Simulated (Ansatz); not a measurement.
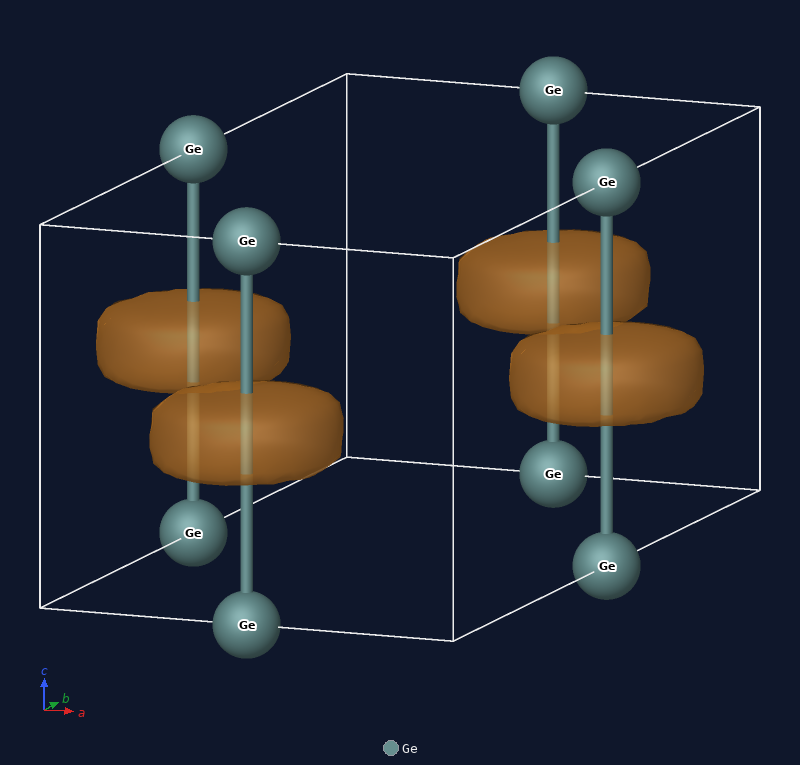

*Ge. Isosurface of the ELF at 0.55 (orange), seen slightly off an axis. Only the valence region is drawn (cores and ρ < 0.01 e/Å³ removed). Sticks mark near contacts.*

Space group Cmmm; a structure from a database of computed crystals, not necessarily the ambient phase.

The calculation used DFT r2SCAN, scalar-relativistic, plane waves, PAW (Ansatz).

Core electrons are frozen (PAW), and the valence fields are smoothed inside the atomic spheres.

```
Ge
1.0
     2.85171    0.00000    0.00000
     0.00000    5.24474    0.00000
     0.00000    0.00000    2.50313
Ge
2
Direct
  0.00000 0.50000 0.00000
  0.50000 0.00000 0.00000
```

What do the ELF domains correspond to?

Answer. The surface consists of two regions between bonded Ge–Ge atoms, counted in one cell of 2 atoms. Any copies at cell faces, edges or corners count once. Along the contacts the grid gives the following. Ge–Ge (2.50 Å): the ELF peaks at about 0.70 between the atoms.

Does the calculation make it a metal, or give it a gap?

Answer. It is metallic or semimetallic at this level of theory: no gap opens.
